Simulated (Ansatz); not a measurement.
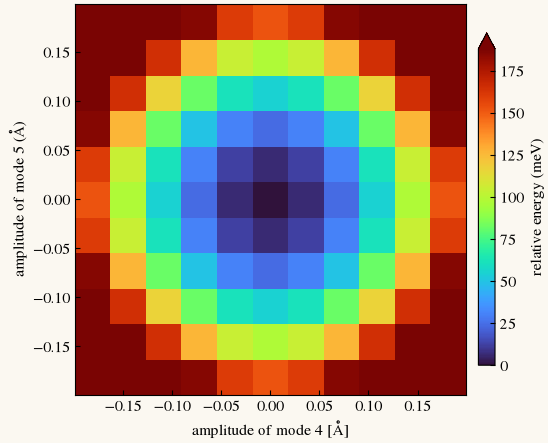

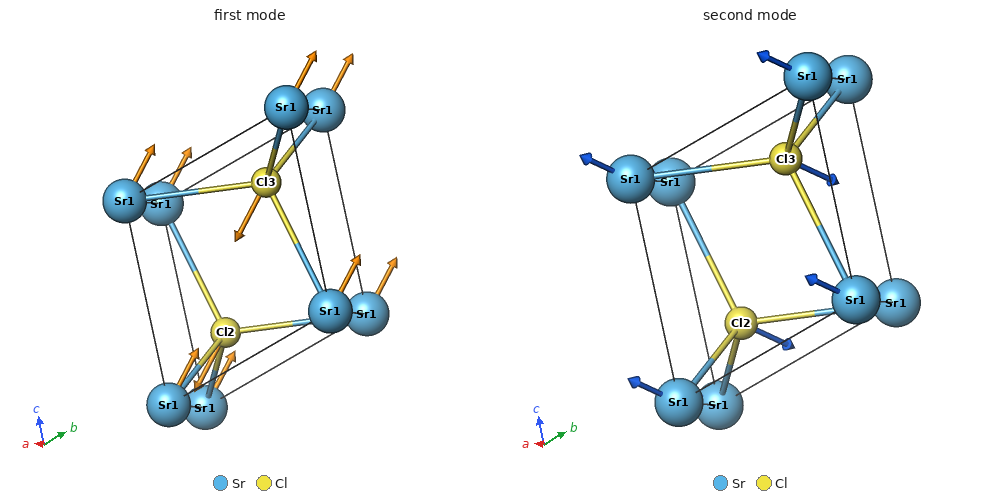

Energy landscape of SrCl₂ (Fm-3m, No. 225; 3 atoms in the cell). The energy is mapped over two normal modes frozen in (zone-centre modes of the 3-atom cell of this scan). First axis: amplitude of mode 4 (139 cm⁻¹), largest displacement. Second axis: amplitude of mode 5 (139 cm⁻¹), largest displacement. Nothing is relaxed (the cell and all other modes fixed). The scan uses an 11 × 11 grid; 21 points were computed and 100 follow by symmetry. Points are written as (first, second). All energies are given in meV per cell relative to the lowest grid point. The cutoff or the k-mesh is coarse on purpose, so the values aren't converged. All numbers below come from DFT r2SCAN, scalar-relativistic, plane waves, PAW in Ansatz. Settings: cutoff 340 eV, k-mesh 6×6×6, gaussian smearing 0.05 eV, no spin polarisation.

The picture shows one coloured cell a grid point, one colour for all values above the top of the scale. The second picture is the structure at the lowest point

Q: What does the map say about the system?

A: The lowest grid point is at (0.000 Å, 0.000 Å). The highest grid point, (−0.181 Å, −0.181 Å), lies 362 meV above the lowest. The gap on the k-mesh is 5.9 eV at the lowest point and runs from 5.8 to 5.9 eV over the map.

The input of one point:

```yaml
crystal:
  lattice:
    - [0.0, 3.4979774592, 3.4979774592]
    - [3.4979774592, 0.0, 3.4979774592]
    - [3.4979774592, 3.4979774592, 0.0]
  atoms:
    - { symbol: Sr, position: [0.0, 0.0, 0.0] }
    - { symbol: Cl, position: [0.25, 0.25, 0.25] }
    - { symbol: Cl, position: [0.75, 0.75, 0.75] }
basis:
  ecutwfc: 340.0
kpoints:
  mp_grid: { grid: [6, 6, 6] }
hamiltonian:
  xc: r2scan
scf:
  occupations: { method: gaussian, width: 0.05 }
output:
  forces: true
  stress: true
  eigenvalues: true
```

Each point was launched as `ansatz run input.yaml --threads 1 --pin off --max-ram 2048MiB --backend cpu --events-out ev --progress --plain --runs-dir out`. Time for the 21 points that were run: 3 min on 1 thread of Arm Neoverse V2, with other jobs on the host.
